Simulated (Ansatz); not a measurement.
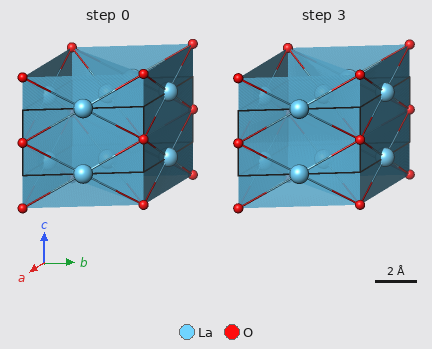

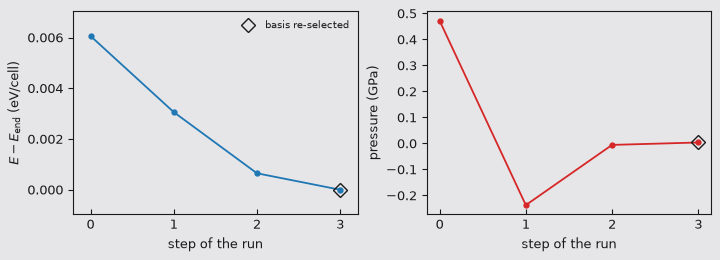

First and last geometry of a relaxation of crystalline La3O (a generated structure, set up in P6/mmm), with the history of the run. A polyhedral model of the cell of the calculation, seen slightly off an axis.

Computed with DFT PBE, scalar-relativistic, plane waves, PAW (Ansatz).

The input:
```yaml
crystal:
  lattice:
    - [6.0236249711, 0.0, 0.0]
    - [-3.0118124856, 5.2166122479, 0.0]
    - [0.0, 0.0, 3.3683671722]
  atoms:
    - { symbol: La, position: [0.5, 0.0, 0.0] }
    - { symbol: La, position: [0.0, 0.5, 0.0] }
    - { symbol: La, position: [0.5, 0.5, 0.0] }
    - { symbol: O, position: [0.0, 0.0, 0.5] }
basis:
  ecutwfc: 420
kpoints:
  mp_grid: { grid: [12, 12, 14] }
hamiltonian:
  xc: pbe
scf:
  occupations: { method: gaussian, width: 0.1 }
output:
  forces: true
  stress: true
  eigenvalues: true
relax:
  adjacent_minimum: "off"
  f_tol: 0.01
  max_steps: 80
  cell: { stress_tol: 0.05 }
```

Run as
```bash
ansatz run input.yaml --threads 1 --pin off --max-ram 2560MiB --backend cpu --events-out ev --progress --plain --runs-dir out
```

### What do the curves and the structures tell?

It converged. The atoms keep their places relative to the cell (all moves are under 0.005 Å). The volume changes by +0.8 %, with a = b 6.024 → 6.068 Å (+0.7 %), c 3.368 → 3.347 Å (−0.6 %). Among the contacts that change: La1–La2 3.012 → 3.034 Å, La1–La1 3.368 → 3.347 Å, La1–O4 3.451 → 3.465 Å. The space group stays P6/mmm (No. 191). After 2 accepted moves (3 points after the start) the energy has fallen by 6.1 meV per cell of the calculation. All forces vanish by symmetry, so only the cell relaxes. Pressure: 0.47 GPa at the start and 0.00 GPa at the end. At 1 point the geometry stayed and the basis and grid were re-selected for the new cell (energy shift of 0.6 meV per cell of the calculation at most each time). Cost: 64 s on 1 thread of Intel(R) Xeon(R) 6975P-C (Granite Rapids), on a shared host, peak memory 0.65 GiB.

| step | E − E(0), meV/atom | pressure, GPa | volume, Å³/atom | note |
| --- | --- | --- | --- | --- |
| 0 | 0.00 | 0.47 | 26.461 |  |
| 1 | -0.75 | -0.24 | 26.777 |  |
| 2 | -1.35 | -0.01 | 26.677 |  |
| 3 | -1.52 | 0.00 | 26.677 | same geometry, new basis |
